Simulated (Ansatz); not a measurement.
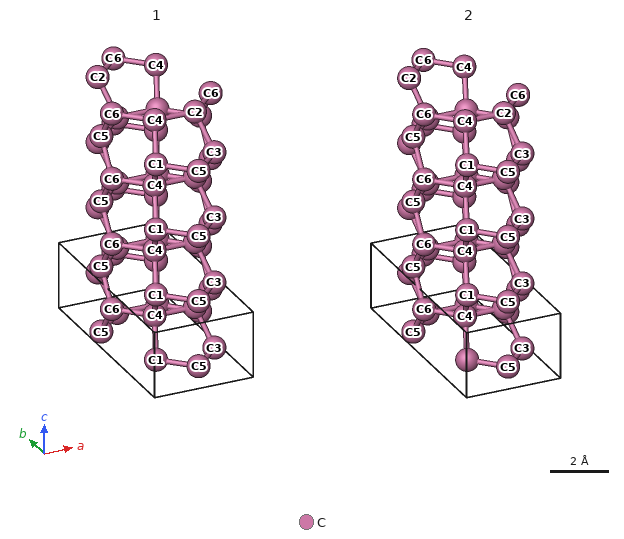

Two geometries of solid C (a generated structure, set up in Cmcm) (coarse preliminary run), drawn at one scale. One is the start of a relaxation, the other its converged end. The picture is a ball-and-stick view of the conventional cell (2 times the calculation's cell), repeated 1 × 1 × 4 with one cell outlined, seen from a free direction. Lengths and directions refer to the drawn axes.

Method: Ansatz, DFT PBE, scalar-relativistic, plane waves, PAW. Set-up: plane-wave cutoff 420 eV; k-point mesh 6 × 6 × 6; occupations gaussian; smearing width 0.1 eV; no spin polarisation; cell and atoms relaxed; force threshold 0.04 eV/Å; at most 70 steps.

### Which geometry has the lower energy?

Structure 1 is the relaxed one. The largest moves relative to the cell, 0.011 Å, are those of C1, C2, C3, C4, C5 and C6. C2 goes along [−2 1 0]. The drawn cell changes as follows: a 3.597 → 3.780 Å (+5.1 %), b 7.765 → 7.789 Å (+0.3 %), c 2.507 → 2.514 Å (+0.3 %); the volume changes by +5.7 %. Some distances before and after: C1–C3 1.486 → 1.546 Å, C1–C5 1.511 → 1.559 Å, C1–C4 1.539 → 1.558 Å, C5–C6 1.534 → 1.526 Å. Bond angles that change, for instance: C1–C5–C3 88.6° → 91.5°. The space group stays Cmcm (No. 63). After 5 accepted moves (7 points after the start) the energy has fallen by 0.402 eV per cell of the calculation. The largest force component goes from 1.1 to 0.0022 eV/Å. Pressure: 27.99 GPa at the start and 0.02 GPa at the end. The SCF was repeated twice at an unchanged geometry on a basis and grid sized afresh for the cell, which shifted the energy by 15.2 meV per cell of the calculation at most.
